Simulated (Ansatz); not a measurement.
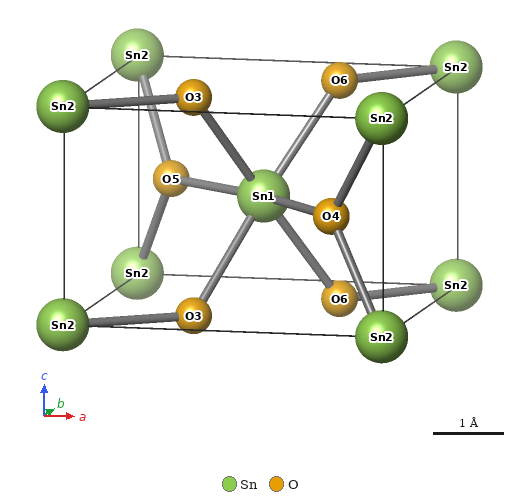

The structure (ball-and-stick view of the cell of the calculation, seen slightly off an axis; atoms are numbered from 1 in the order of the input). An atom can appear more than once, as a periodic image. Near neighbours in the periodic cell (some may lie outside the picture): Sn has 6 O at 2.02 to 2.11 Å; O has 3 Sn at 2.02 to 2.11 Å.

# SnO2: a failed or faulty run and its cure

System: SnO2 (6 atoms in the cell).
Method of run A: DFT, LDA, plane waves, PAW, PAW set soft_1, no spin polarisation (Ansatz 0.2.0).

The structure derives from a Materials Project entry. The run did not end well. Text and figures count atoms from 1; the logs count them from 0 in places.

**The input, run A**
```yaml
crystal:
  lattice:
    - [4.7201335122, 0.0, 0.0]
    - [0.0, 4.7206343096, 0.0]
    - [0.0, 0.0, 3.1888226875]
  atoms:
    - { symbol: Sn, position: [0.5065055932, 0.5075136948, 0.5] }
    - { symbol: Sn, position: [-0.0065189374, 0.0075252158, 0.0] }
    - { symbol: O, position: [0.3434992233, 0.2648135857, 0.0] }
    - { symbol: O, position: [0.7954100038, 0.1793932686, 0.5] }
    - { symbol: O, position: [0.1565502827, 0.7648561987, 0.5] }
    - { symbol: O, position: [0.7046395022, 0.6793506556, 0.0] }
basis:
  ecutwfc: 520.0
kpoints:
  mp_grid: { grid: [6, 6, 8] }
hamiltonian:
  xc: lda
  pseudopotentials: { kind: paw, azcp: { folder: soft_1 } }
scf:
  occupations: { method: gaussian, width: 0.05 }
  max_iter: 5
output:
  forces: true
  eigenvalues: true
  stress: true
```

Command:
```bash
ansatz run input.yaml --threads 2 --pin off --max-ram 4096MiB --backend cpu --events-out ev --progress --plain --runs-dir out
```

Hardware: 2 threads of Intel Xeon @ 2.90GHz (Ice Lake), 192 GiB of memory available, shared host.

**Output, shortened to warnings, some set-up lines, iterations and results (run A)**
```
Warning: [file] the record states the generating functional pbe (its physics header spells it `PBE`), which answers neither for hamiltonian.xc's functional nor for the lda family's — results may be inconsistent (PPs are generated against a specific XC)
Warning: [file] the record states the generating functional pbe (its physics header spells it `PBE`), which answers neither for hamiltonian.xc's functional nor for the lda family's — results may be inconsistent (PPs are generated against a specific XC)
Error: did not converge after 5 iterations: dr2 = 1.72e-5 (threshold 1.00e-7), under the density mixer `msr1`, which `scf.mixing.algorithm: auto` chose by the deck's other keys (type `scf.mixing.algorithm: msr1` to keep it); raise `scf.max_iter`, which need not help a stalled SCF, or adjust the mixing (`scf.mixing`) or, under a smearing, its width (`scf.occupations.width`, in either direction: …
Basis set: ecut = 520 eV, 1931 PW (Γ)
Symmetry: 2 space group operations
k-points: 100 of 288 (time reversal used)
Initial density: superposition of atomic densities (chi_scale 0.1, normalization cell, long waves kept (reshape's long-wave potential 0.01 eV rms))
[...]
SCF iter   1: F=—  HF=-13980.982937 eV  |F-HF|=—  |Δ(HF+E_count)|=         —  Δρ=6.86e-2  dr2=2.50e0  ethr=3.10e-3  ⟨swp⟩=6.1  Hψ=14573  notcnv=0  defer=2
SCF iter   2: F=—  HF=-13980.467393 eV  |F-HF|=—  |Δ(HF+E_count)|=   5.16e-1  Δρ=3.46e-2  dr2=6.34e-1  ethr=3.10e-3  ⟨swp⟩=3.0  Hψ=7020  notcnv=0  defer=180
SCF iter   3: F=—  HF=-13980.295608 eV  |F-HF|=—  |Δ(HF+E_count)|=   1.72e-1  Δρ=4.67e-3  dr2=1.35e-2  ethr=1.22e-3  ⟨swp⟩=7.1  Hψ=22746  notcnv=0
SCF iter   4: F=—  HF=-13980.293865 eV  |F-HF|=—  |Δ(HF+E_count)|=   1.74e-3  Δρ=8.39e-4  dr2=3.47e-4  ethr=2.60e-5  ⟨swp⟩=4.7  Hψ=16464  notcnv=0
SCF iter   5: F=—  HF=-13980.293980 eV  |F-HF|=—  |Δ(HF+E_count)|=   1.15e-4  Δρ=1.58e-4  dr2=1.72e-5  ethr=6.67e-7  ⟨swp⟩=6.0  Hψ=17954  notcnv=0
automatic band count: iteration 5 solves 32 bands in place of 31: the SCF can't look for a level among the bands left out, or has no iteration left to take one in, so it keeps every band
Error: did not converge after 5 iterations: dr2 = 1.72e-5 (threshold 1.00e-7), under the density mixer `msr1`, which `scf.mixing.algorithm: auto` chose by the deck's other keys (type `scf.mixing.algorithm: msr1` to keep it); raise `scf.max_iter`, which need not help a stalled SCF, or adjust the …
```

**What went wrong, and how is the input to be mended?**

This input holds a deliberate fault: too few SCF iterations. The cap is below what the field needs. The run did not converge: “did not converge after 5 iterations: dr2 = 1.72e-5 (threshold 1.00e-7), under the density mixer `msr1`, which `scf.mixing.algorithm: auto` chose by the deck's other keys (type `scf.mixing.algorithm: msr1` to keep it) …” Its last values are not results. Warnings of the run: the PAW datasets were made with another functional. Likely cause: The residual was still falling when the limit of 5 iterations cut the run off.

A run of the same system that converges differs from this input as follows (lines with − go, lines with + come):
```diff
-  max_iter: 5
```

**Output, shortened to warnings, some set-up lines, iterations and results (run B)**
```
Warning: [file] the record states the generating functional pbe (its physics header spells it `PBE`), which answers neither for hamiltonian.xc's functional nor for the lda family's — results may be inconsistent (PPs are generated against a specific XC)
Warning: [file] the record states the generating functional pbe (its physics header spells it `PBE`), which answers neither for hamiltonian.xc's functional nor for the lda family's — results may be inconsistent (PPs are generated against a specific XC)
Basis set: ecut = 520 eV, 1931 PW (Γ)
Symmetry: 2 space group operations
k-points: 100 of 288 (time reversal used)
Initial density: superposition of atomic densities (chi_scale 0.1, normalization cell, long waves kept (reshape's long-wave potential 0.01 eV rms))
[...]
SCF iter   1: F=—  HF=-13980.982937 eV  |F-HF|=—  |Δ(HF+E_count)|=         —  Δρ=6.86e-2  dr2=2.50e0  ethr=3.10e-3  ⟨swp⟩=6.1  Hψ=14573  notcnv=0  defer=2
SCF iter   2: F=—  HF=-13980.467393 eV  |F-HF|=—  |Δ(HF+E_count)|=   5.16e-1  Δρ=3.46e-2  dr2=6.34e-1  ethr=3.10e-3  ⟨swp⟩=3.0  Hψ=7020  notcnv=0  defer=180
SCF iter   3: F=—  HF=-13980.295244 eV  |F-HF|=—  |Δ(HF+E_count)|=   1.72e-1  Δρ=4.71e-3  dr2=1.38e-2  ethr=1.22e-3  ⟨swp⟩=2.6  Hψ=5376  notcnv=0  defer=180
SCF iter   4: F=—  HF=-13980.293876 eV  |F-HF|=—  |Δ(HF+E_count)|=   1.37e-3  Δρ=8.99e-4  dr2=3.90e-4  ethr=2.66e-5  ⟨swp⟩=2.6  Hψ=5884  notcnv=0  defer=80
SCF iter   5: F=—  HF=-13980.293977 eV  |F-HF|=—  |Δ(HF+E_count)|=   1.01e-4  Δρ=1.61e-4  dr2=1.75e-5  ethr=7.49e-7  ⟨swp⟩=2.2  Hψ=5658  notcnv=0  defer=80
SCF iter   6: F=—  HF=-13980.293978 eV  |F-HF|=—  |Δ(HF+E_count)|=   8.81e-7  Δρ=5.25e-5  dr2=1.42e-6  ethr=3.37e-8  ⟨swp⟩=2.5  Hψ=5272  notcnv=0  defer=80
SCF iter   7: F=-13980.293977 eV  HF=-13980.293977 eV  |F-HF|=7.74e-9  |Δ(HF+E_count)|=   2.72e-7  Δρ=8.55e-6  dr2=5.16e-8  ethr=1.92e-10  ⟨swp⟩=9.3  Hψ=16840  notcnv=0
SCF 1 converged in 7 iterations: F = -13980.293977 eV  dr2 = 5.16e-8
SCF converged after 7 iterations
Free energy (F): -13980.293977 eV
Harris-Foulkes:  -13980.293977 eV  (|F-HF|=7.74e-9)
Internal energy: -13980.293977 eV  (E = F + TS)
E sigma→0 (E₀):  -13980.293977 eV
Fermi energy:    9.869484 eV
--- Per-component energies (eV) ---
  E_band       = -122.282449
  E_kinetic    = 1015.765096
  E_local      = -3130.985475  (includes V_loc(G=0)·N_el)
  E_nonlocal   = 518.813096
  E_hartree    = 1419.232352
  E_xc         = -529.883364
  E_vxc        = -522.983757  (∫ρ·V_xc dr)
  E_paw        = -9067.415756  (= ΣΔE_a)
  E_vpaw       = -841.356551  (= ΣTr[D̂ρ^β])
  E_aug_tail   = 0.001047  (compensation charges beyond the density's cutoff)
  E_ewald      = -4207.058441
  E_core_change = 1.237468  (= ΣΔE_core)
  E_smearing   = -0.000000  (= −TS)
  E_closure    = 0.000000  (closes the sum)
  Σ components = -13980.293977   (vs F -13980.293977, Δ=0.00e0)
--- Forces (eV/Å), atoms counted from 1 ---
  atom   1  Sn    -0.82432044    -0.78590132     0.00000000
  atom   2  Sn     0.82589814    -0.78682705     0.00000000
  atom   3  O     -0.59874901     0.46028749     0.00000000
  atom   4  O      0.30375015     0.32602711     0.00000000
  atom   5  O      0.59773862     0.45974182     0.00000000
  atom   6  O     -0.30431720     0.32666008     0.00000000
  max |Σ_I F_I| component: 1.19e-5 eV/Å
--- Stress (GPa, compression-positive) ---
       -0.372521      -0.000994       0.000000
       -0.000994      -2.901936       0.000000
        0.000000       0.000000       0.704883
  P = ⅓ Tr σ = -0.8565 GPa (-8.565 kbar)
```

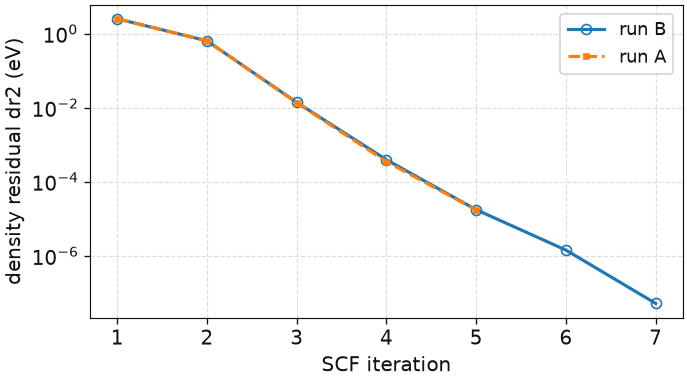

Convergence of the two runs: density residual dr2 against the SCF iteration. Run B takes 7 iterations in all, and run A stops after 5.

**The two runs side by side**

| quantity | run A | run B |
| --- | --- | --- |
| outcome | not converged | converged |
| free energy per atom (eV) | – | −2330.0490 |
| gap on the mesh (eV) | – | 1.26 |
| pressure (GPa) | – | −0.86 |
| volume per atom (Å³) | – | 11.84 |
| largest force (eV/Å) | – | 1.141 |
| SCF iterations | – | 7 |
| irreducible k-points | – | 100 |
| plane waves at Γ | – | 1931 |
| wall time (shared host) | 11 s | 13 s |

Notes on run B: Warnings of the run: the PAW datasets were made with another functional.
